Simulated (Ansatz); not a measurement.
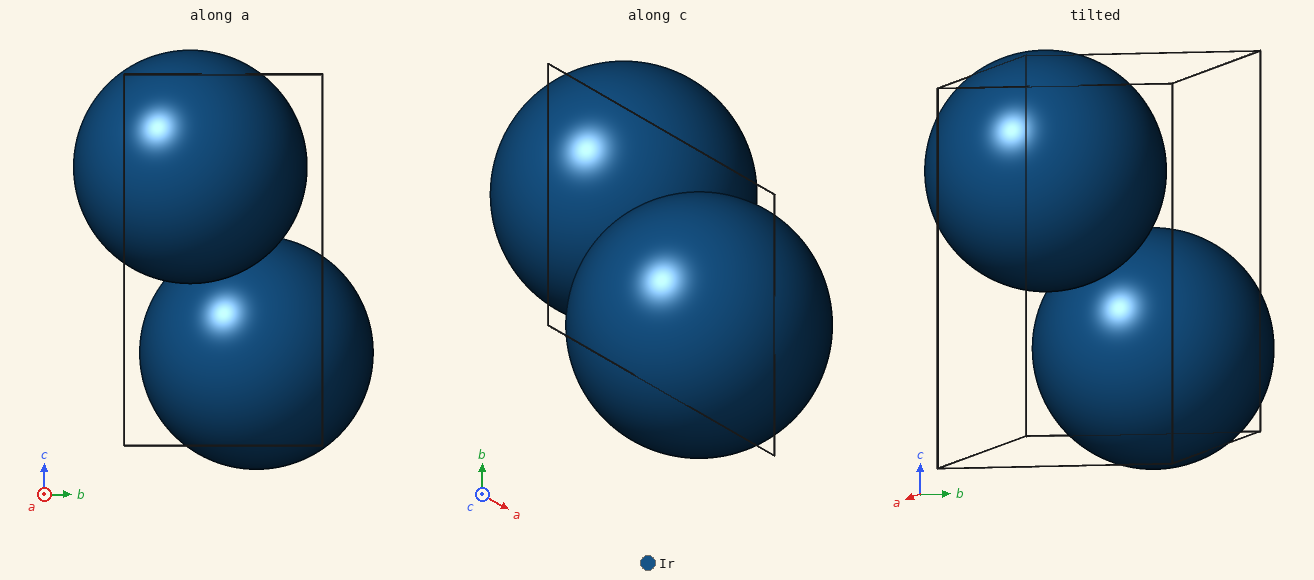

Structure drawing (space-filling), viewed along the a axis, along the c axis and slightly off an axis. The parallelepiped is the conventional unit cell. Cell: a = 2.751 Å, b = 2.751 Å, c = 4.462 Å, α = 90.00°, β = 90.00°, γ = 120.00°.

Describe the arrangement of the atoms.

The element is iridium. The lattice is primitive hexagonal and the space group P6_3/mmc (No. 194). The arrangement is known as hexagonal close-packed (Mg type). The cell holds two atoms. Ir is linked to twelve Ir in an anticuboctahedral arrangement at about 2.7 Å.

It goes back to a structure listed in the Materials Project. Earlier steps of the study, as a rule a relaxation of our own, may have changed the cell and positions, so they can lie some per cent off the listed ones. It went into a calculation with Ansatz.

At this level of theory the run's own cell isn't at rest (stretched, at -9 GPa), so its distances can differ from those at equilibrium, the more so the softer the solid.
